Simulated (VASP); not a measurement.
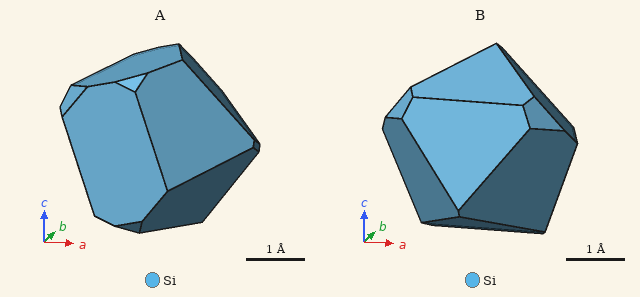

Computed Voronoi cells of the 2 sites of this structure, drawn to one scale and in one orientation; each face has the colour of the neighbour behind it.

Si, space group Cmce (No. 64), a = 8.750 Å, b = 5.155 Å, c = 5.183 Å, α = 90.00°, β = 90.00°, γ = 90.00°

```csv
site,Wyckoff,x,y,z
Si1,8d,0.7943,0.0000,0.0000
Si2,8f,0.5000,0.3444,0.6741
```

Origin: a cell listed in the Materials Project, as set up for an electronic-structure calculation.

### Which cell belongs to which site?

A is Si1 (10 faces above 1 % of the solid angle, 15.1 Å³, facing only Si); B is Si2 (11 faces above 1 % of the solid angle, 14.2 Å³, facing only Si).
